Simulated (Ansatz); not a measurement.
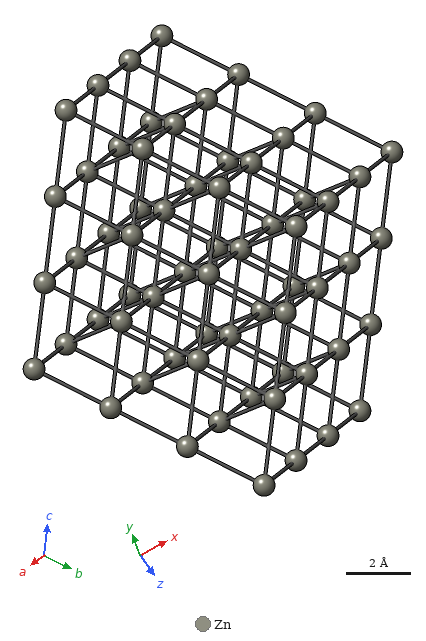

Energy scan for solid Zn (Im-3m), in which the cell is strained along x alone, with the atoms kept at their fractional coordinates. x, y and z are the Cartesian axes of the input. The picture shows the reference cell. A ball-and-stick model of the cell of the calculation, repeated 3 × 3 × 3 with one cell outlined, seen slightly off an axis.

Theory: Ansatz, DFT r2SCAN, scalar-relativistic, plane waves, PAW. Settings: plane-wave cutoff 500 eV; k-point mesh 22 × 22 × 22; occupations gaussian; smearing width 0.15 eV; no spin polarisation. Energies (free energies at the smearing named) are counted from the cell as listed in its source, which wasn't relaxed.

```
Zn
1.0
    -1.56904    1.56904    1.56904
     1.56904   -1.56904    1.56904
     1.56904    1.56904   -1.56904
Zn
1
Direct
  0.00000 0.00000 0.00000
```

Give the energy at each point (the strain: −0.040, −0.020, 0.000, 0.010, 0.030).

| strain | energy change (meV/atom) |
| --- | --- |
| −0.040 | −17.0 |
| −0.020 | −8.9 |
| 0.000 | 0.0 |
| 0.010 | 4.6 |
| 0.030 | 14.5 |

The lowest computed point lies at the strain −0.04 (−17.0 meV/atom). The energy is still falling at the end of the range, so the minimum along this coordinate lies there or beyond. The unrelaxed reference is under a pressure of −4.7 GPa, which tilts the curve. The distortion takes the space group from Im-3m to I4/mmm. At the strain −0.04 the cell of the drawing goes a 2.718 → 2.682 Å, b 2.718 → 2.682 Å, c 2.718 → 2.682 Å, α 109.5° → 111.7°, β 109.5° → 108.4°, γ 109.5° → 108.4°.

As a plot:

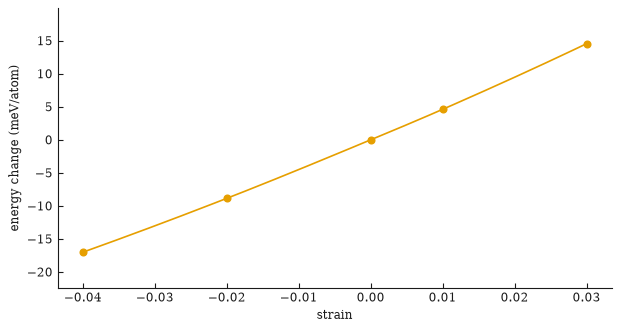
